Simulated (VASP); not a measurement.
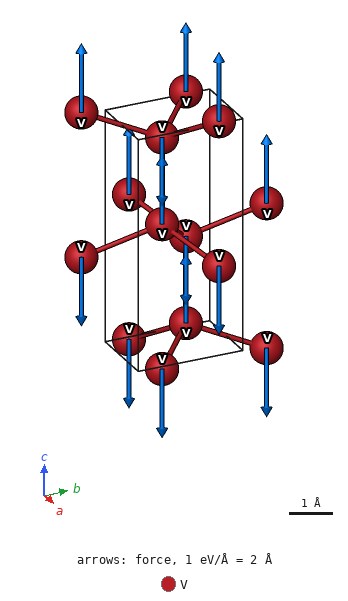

Starting geometry of crystalline V (a generated structure, set up in P6_3/mmc) with the computed forces as blue arrows. Style: ball-and-stick. Shown: the cell of the calculation, slightly off an axis.

The run lets cell and atoms move.

Computed with Kohn-Sham DFT of a periodic cell, PBE, VASP PAW PBE potentials, recommended (VASP).

The input:
```
SYSTEM = V
PREC = Accurate ; ENCUT = 600
EDIFF = 1E-6 ; ISMEAR = 0
SIGMA = 0.1 ; LREAL = .False.
LASPH = .True. ; NELM = 100
ALGO = Fast ; ISIF = 3
LWAVE = .False. ; LCHARG = .False.
GGA = PE ; IBRION = 2
NSW = 90 ; EDIFFG = -0.04
```

Command:
```bash
cat potpaw_PBE.64/V_sv/POTCAR > POTCAR
mpirun -np 1 vasp_std > vasp.out
```

### Is this structure relaxed? If not, where do the atoms go?

It isn't relaxed: the largest force vector, on V atoms, is 0.84 eV/Å. The atoms end up moving mostly along the starting forces (cosine between the two patterns 1.00). Over 48 geometry steps the energy falls by 2302 meV per atom. The largest force component goes from 0.84 to 0.013 eV/Å. The pressure goes from 30.33 to 0.24 GPa. The largest moves relative to the cell, 0.47 Å, are those of V atoms. Cell: a = b 3.406 → 2.784 Å (−18.3 %), c 5.619 → 8.312 Å (+47.9 %). Volume −1.2 %. Among the contacts that change: V–V 3.406 → 2.784 Å, V–V 2.088 → 2.543 Å, V–V 2.107 → 2.185 Å. Among the angles between lasting bonds that change: V–V–V 109.3° → 66.4°, V–V–V 109.7° → 140.8°. The space group stays P6_3/mmc (No. 194). At step 19 the optimiser overshot: the energy rose above the start, and later steps came back.
